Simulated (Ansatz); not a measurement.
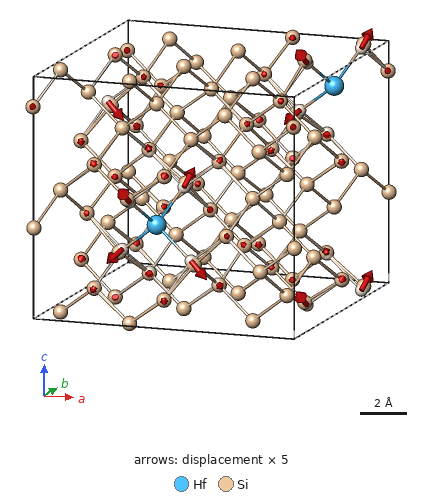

A relaxation of a defect cell of composition HfSi₃₉. The starting structure is drawn faded, the final one solid; red arrows show the displacements, 5 times their true length.

Style: ball-and-stick. Shown: the conventional cell (2 times the calculation's cell) (origin shifted), slightly off an axis. Lengths and directions refer to the drawn axes.

Case: Hf on a Si site (b), charge +0, atoms relaxed at the host's cell.

The calculation used DFT PBE, scalar-relativistic, plane waves, PAW (Ansatz).

Input
```yaml
crystal:
  lattice:
    - [-8.2051404881, 2.7350468294, -5.4700936587]
    - [8.2051404881, -2.7350468294, -5.4700936587]
    - [-2.7350468294, -8.2051404881, 5.4700936587]
  atoms:
    - { symbol: Hf, position: [0.575, 0.775, 0.1] }
    - { symbol: Si, position: [0.425, 0.725, 0.4] }
    - { symbol: Si, position: [0.125, 0.625, 1.0] }
    - { symbol: Si, position: [0.275, 0.675, 0.7] }
    - { symbol: Si, position: [0.975, 0.575, 0.3] }
    - { symbol: Si, position: [0.825, 0.525, 0.6] }
    - { symbol: Si, position: [0.675, 0.475, 0.9] }
    - { symbol: Si, position: [0.525, 0.425, 0.2] }
    - { symbol: Si, position: [0.225, 0.325, 0.8] }
    - { symbol: Si, position: [0.375, 0.375, 0.5] }
    - { symbol: Si, position: [0.075, 0.275, 0.1] }
    - { symbol: Si, position: [0.925, 0.225, 0.4] }
    - { symbol: Si, position: [0.775, 0.175, 0.7] }
    - { symbol: Si, position: [0.625, 0.125, 0.0] }
    - { symbol: Si, position: [0.475, 0.075, 0.3] }
    - { symbol: Si, position: [0.175, 0.975, 0.9] }
    - { symbol: Si, position: [0.325, 0.025, 0.6] }
    - { symbol: Si, position: [0.025, 0.925, 0.2] }
    - { symbol: Si, position: [0.725, 0.825, 0.8] }
    - { symbol: Si, position: [0.875, 0.875, 0.5] }
    - { symbol: Si, position: [0.5, 0.5, 0.0] }
    - { symbol: Si, position: [0.35, 0.45, 0.3] }
    - { symbol: Si, position: [0.05, 0.35, 0.9] }
    - { symbol: Si, position: [0.2, 0.4, 0.6] }
    - { symbol: Si, position: [0.9, 0.3, 0.2] }
    - { symbol: Si, position: [0.75, 0.25, 0.5] }
    - { symbol: Si, position: [0.6, 0.2, 0.8] }
    - { symbol: Si, position: [0.45, 0.15, 0.1] }
    - { symbol: Si, position: [0.15, 0.05, 0.7] }
    - { symbol: Si, position: [0.3, 0.1, 0.4] }
    - { symbol: Si, position: [1.0, 1.0, 1.0] }
    - { symbol: Si, position: [0.85, 0.95, 0.3] }
    - { symbol: Si, position: [0.7, 0.9, 0.6] }
    - { symbol: Si, position: [0.55, 0.85, 0.9] }
    - { symbol: Si, position: [0.4, 0.8, 0.2] }
    - { symbol: Si, position: [0.1, 0.7, 0.8] }
    - { symbol: Si, position: [0.25, 0.75, 0.5] }
    - { symbol: Si, position: [0.95, 0.65, 0.1] }
    - { symbol: Si, position: [0.65, 0.55, 0.7] }
    - { symbol: Si, position: [0.8, 0.6, 0.4] }
  host:
    lattice:
      - [0.0, 2.7350468294, 2.7350468294]
      - [2.7350468294, 0.0, 2.7350468294]
      - [2.7350468294, 2.7350468294, 0.0]
    atoms:
      - { symbol: Si, position: [0.25, 0.25, 0.25] }
      - { symbol: Si, position: [0.0, 0.0, 0.0] }
basis:
  ecutwfc: 420
  xc_grid: 2
kpoints:
  mp_grid: { grid: [2, 2, 2], shift: [0.0, 0.0, 0.0] }
hamiltonian:
  xc: pbe
scf:
  occupations: { method: gaussian, width: 0.01 }
output:
  forces: true
  stress: false
  eigenvalues: true
  charged_corrections:
    defect_position: [0.575, 0.775, 0.1]
    epsilon: [[12.9823, 0.0, 0.0], [0.0, 12.9823, 0.0], [0.0, 0.0, 12.9823]]
  write_density: true
  write_potential: true
  elf: true
  volumetric_format: npy
relax:
  adjacent_minimum: "off"
  f_tol: 0.025
  max_steps: 45
```

Launched with:
```bash
ansatz run input.yaml --threads 4 --pin off --max-ram 8192MiB --backend cpu --events-out ev --progress --plain --runs-dir out
```

Atoms of which element are displaced furthest, and by how much?

Answer. Silicon: up to 0.23 Å, against 0.00 Å for hafnium.

What happened in the run?

Answer. The largest moves, 0.23 Å, are those of Si21, Si32, Si34 and Si35. Si21 goes along [−3 1 −3]. Hf stays in place. The cell stays as it was. Near-neighbour distances that change, for instance: Hf1–Si21 2.369 → 2.597 Å, Si14–Si34 2.369 → 2.342 Å, Si12–Si24 2.369 → 2.351 Å, Si10–Si22 2.369 → 2.360 Å. Bond angles that change, for instance: Hf1–Si32–Si20 109.5° → 103.6°, Si21–Si9–Si29 109.5° → 103.7°, Si21–Si7–Si27 109.5° → 104.7°. Over 3 geometry steps the energy falls by 1.444 eV per cell of the calculation. Largest force component: 2 eV/Å at the start, 0.0084 eV/Å at the end.
